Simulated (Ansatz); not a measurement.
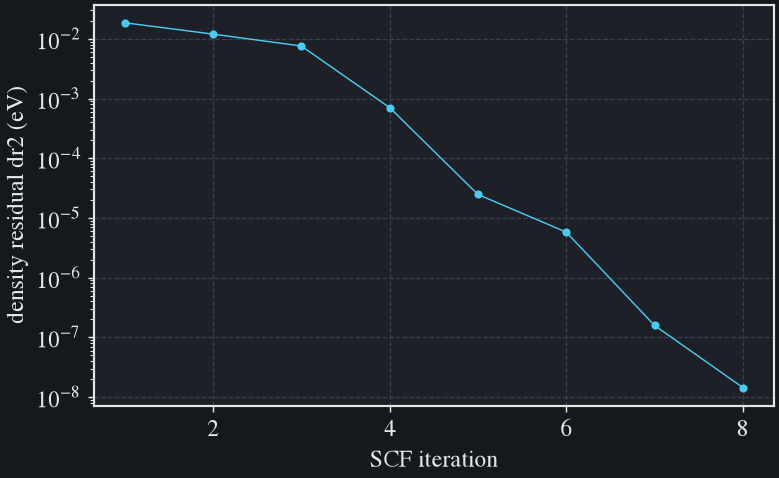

The plot shows the SCF iterations of a calculation: density residual dr2.

Yb (1 atom in the cell), run with Ansatz.

```
crystal:
  lattice:
    - [0.0, 2.7431, 2.7431]
    - [2.7431, 0.0, 2.7431]
    - [2.7431, 2.7431, 0.0]
  atoms:
    - { symbol: Yb, position: [0.0, 0.0, 0.0] }
kpoints:
  mp_grid: { grid: [12, 12, 12] }
  band_path:
    path:
      - [0.0, 0.0, 0.0]
      - [0.5, 0.0, 0.5]
      - [0.625, 0.25, 0.625]
      - [0.375, 0.375, 0.75]
      - [0.0, 0.0, 0.0]
      - [0.5, 0.5, 0.5]
      - [0.5, 0.25, 0.75]
      - [0.5, 0.0, 0.5]
    npoints: 5
scf:
  occupations: { method: fermi_dirac, width: 0.05 }
  max_iter: 50
hamiltonian:
  xc: pbe
  pseudopotentials:
    kind: all_electron
    lapw: { basis_error: 0.00025 }
    relativity: none
  hubbard: { sites: [{ species: Yb, l: f, u_eff: 40.0 }] }
output:
  forces: true
  stress: true
  eigenvalues: true
```

Run as:
```bash
ansatz run input.yaml --threads 1 --pin off --max-ram 3072MiB --backend cpu --events-out ev --progress --plain --runs-dir out
```

**Was self-consistency reached?**

Converged, in 8 iterations. The residual falls at every step.

**What is the residual at the start and at the end?**

It starts near 0.02 and ends near 10⁻⁸ eV.

**Is anything amiss with this input?**

The input holds a fault (an enormous or negative U). The SCF closed all the same, which doesn't make the results meaningful for the real system.
